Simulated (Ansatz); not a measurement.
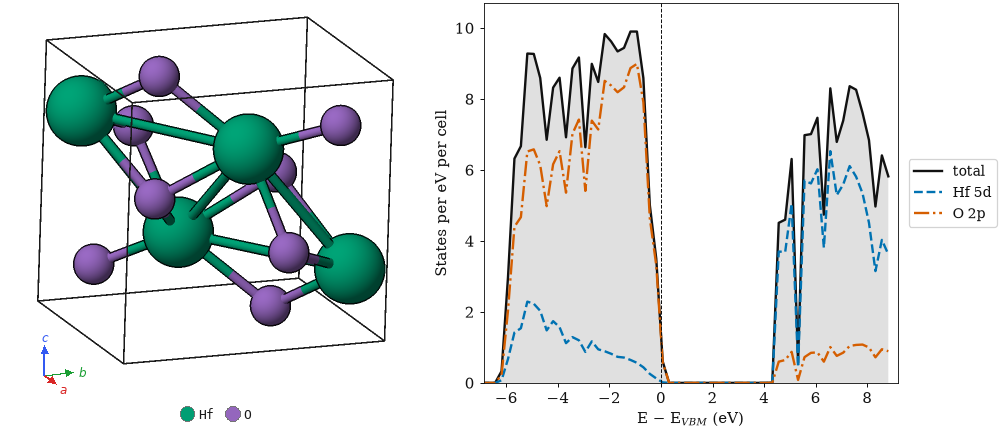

Density of states, beside the structure. Energies are counted from the top of the valence band. The partial curves are projected on Löwdin-orthogonalised atomic shells.

The Ansatz input:

```
crystal:
  lattice:
    - [4.966784, 0.080348, 0.145761]
    - [0.080896, 5.152792, -0.020377]
    - [-0.651929, -0.033699, 5.193975]
  atoms:
    - { symbol: Hf, position: [0.29138, 0.044419, 0.210471] }
    - { symbol: Hf, position: [0.723506, 0.562095, 0.291988] }
    - { symbol: Hf, position: [0.705987, 0.955865, 0.795267] }
    - { symbol: Hf, position: [0.28111, 0.45233, 0.707268] }
    - { symbol: O, position: [0.090303, 0.348373, 0.346946] }
    - { symbol: O, position: [0.935544, 0.811943, 0.14014] }
    - { symbol: O, position: [0.931826, 0.677947, 0.65972] }
    - { symbol: O, position: [0.042958, 0.1811, 0.831165] }
    - { symbol: O, position: [0.476529, 0.740244, 0.494451] }
    - { symbol: O, position: [0.577923, 0.247817, 0.017682] }
    - { symbol: O, position: [0.528435, 0.258599, 0.543028] }
    - { symbol: O, position: [0.434383, 0.752679, 0.974728] }
kpoints:
  mp_grid: { grid: [4, 4, 4], shift: [0.5, 0.5, 0.0] }
magnetization:
  spin_polarized: false
scf:
  occupations: { method: gaussian, width: 0.1313 }
  lower_state_search: "off"
  max_iter: 200
hamiltonian:
  pseudopotentials: { kind: paw }
  xc: mr2scan
basis:
  ecutwfc: 500
  fft_grid_basis: typed
output:
  forces: true
  stress: true
  eigenvalues: true
  bader: true
  populations: true
  elf: true
  write_potential: true
  volumetric_format: npy
  dos:
    e_range: [-12, 8]
    de: 0.05
    projected: { site_lists: { Hf: [Hf], O: [O] } }
checkpoint:
  read: saved_state
```

Is there a gap at the Fermi level, and how wide?

There is a gap; over the k points computed it is 4.43 eV.

Which states form the band edges?

By projected weight, the top eV of the valence band is O 2p almost alone; the bottom eV of the conduction band is Hf 5d (85 %) and O 2p (15 %). The gap is of charge-transfer type, from anion p to metal d states.

How wide is the upper valence band?

The upper group of valence states starts about 6.2 eV under the valence-band top, with a gap beneath it; it holds about 48 electrons a cell.

The atoms aren't at rest in this cell (largest force 7.2 eV/Å), so the relaxed material can differ. The cell is at 17 GPa in this functional. Spin-orbit coupling is left out, which matters for Hf.
